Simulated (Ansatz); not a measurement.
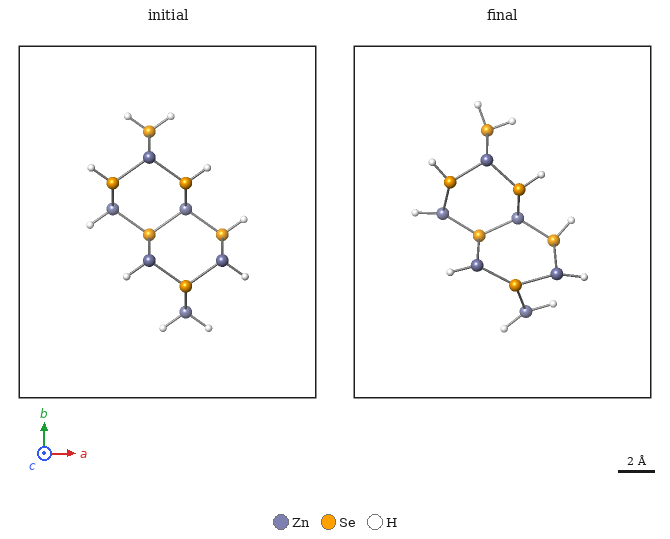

The structure of a wire of composition Zn3H5Se3 before (left) and after (right) a relaxation, at one scale.

Style: ball-and-stick. Shown: the cell of the calculation, with the vacuum cut short (origin shifted), along the c axis.

Case: wire along [1 1 0], 12 atoms a period, capped with H.

The calculation used DFT PBE, scalar-relativistic, plane waves, PAW (Ansatz 0.2.0). Settings: plane-wave cutoff 420 eV; k-point mesh 1 × 1 × 8; occupations gaussian; smearing width 0.05 eV; no spin polarisation; cell relaxed at fixed a, b, alpha, beta, gamma; force threshold 0.02 eV/Å; at most 45 steps.

Summarise the run.

Answer. The run was cut off at its time limit before the relaxation converged, so the last structure is only a point on the way. The atom that moves furthest relative to the centre of the atoms is an H atom (1.46 Å). Largest moves by element: H 1.46 Å, Zn 0.74 Å, Se 0.38 Å. Along the periodic axis the drawn cell goes c 4.053 → 4.482 Å (+10.6 %). Near-neighbour distances that change, for instance: Se–Zn 2.482 → 2.911 Å, Se–Zn 2.482 → 2.870 Å, Se–Zn 2.482 → 2.782 Å, Se–Zn 2.482 → 2.750 Å. Bond angles that change, for instance: H–Zn–H 109.5° → 157.6°, Se–Zn–H 109.5° → 157.5°, Se–Zn–H 109.5° → 150.6°. The energy falls by 1.905 eV per cell of the calculation in 22 accepted moves (24 points after the start). The largest force component goes from 1.4 to 0.055 eV/Å. The line search rejected the trial steps at points 6, 11 of the run.
